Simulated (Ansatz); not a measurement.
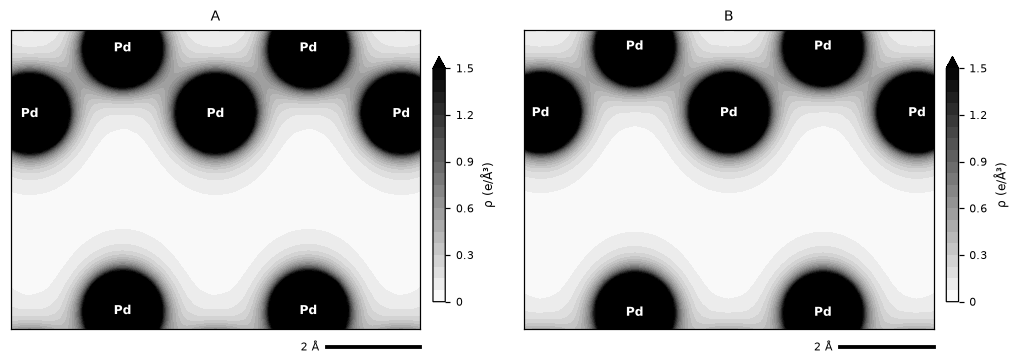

Pd. The valence electron density of two cells that differ in size, on the (11̄0) plane of each (indices in the axes of the calculation cell), at one length scale and on one colour scale: B has 23.1 Å³ an atom and A 22.2.

These are results of DFT, LDA (PW92), plane waves (420 eV) with PAW, scalar-relativistic in Ansatz 0.2.0, not measurements.

The density is the valence pseudo-density of a PAW calculation; it isn't the true density close to the nuclei.

What changes from the larger cell to the smaller?

Answer. From the larger cell to the smaller, Pd–Pd goes from 2.46 to 2.43 Å, and the density at its midpoint from 0.52 to 0.56 e/Å³; the pressure goes from −3.4 to −0.1 GPa.
